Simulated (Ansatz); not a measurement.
# Does disorder add resistance in series? Ta(100) layers with 75 % Mo

Two lengths of the disordered region are known. What area resistance does the third give?

**Method.** Ansatz 0.2.0, plane waves with PAW datasets at their recommended cutoffs (420 eV for most), Fermi-Dirac smearing; ballistic transmission by layer matching. The area resistance is RA = A (h/2e²)(1/T − 1/N), with T the zone-mean transmission per spin and N the lead's channels, both averaged over a few energies near the Fermi level; for magnets each spin is taken apart, with h/e², and the two conduct in parallel. Lateral cell 2x2, PBE, a fresh random draw for each length.

Results; the value marked ? is to be predicted:

```tsv
length (Å)	channels N	RA (fΩ m²)
6.61	10.21	0.423
13.2	10.26	0.708
19.8	10.21	?
```

Worked fit:

Ohm's law makes RA linear in the length: the slope is (0.708 − 0.423)/(13.2 − 6.61) = 0.0433 fΩ m² per Å, or 43 µΩ cm. Then 0.708 + 0.0433 × 6.61. Predicted: 0.994 fΩ m².

What the run gave:

0.941 fΩ m², so the prediction is 5.7 % too high. The three lengths together give 39 µΩ cm. The two increments are 0.29 and 0.23 fΩ m², roughly as Ohm's law has it, though with one draw for each length that is a weak test.

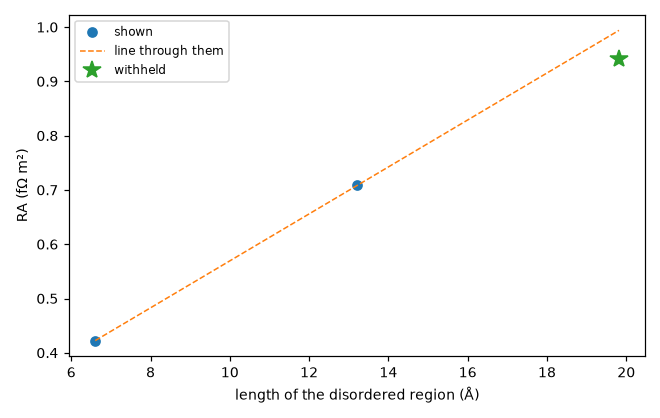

Area resistance against length.

**Limits.** The scatterers repeat sideways with the small cell. The slope is a raw one; a model of isotropic scattering puts it 1.02 times the bulk value over these lengths. Atoms sit unrelaxed on the host's lattice, and the pair may not mix at random in practice. Spin-orbit coupling is left out, which matters for Ta.

[Logs are printed without paths, hosts, clocks, repeated set-up lines and the standing remarks that a program may print on its own settings, such as how far it seeks lower states.]
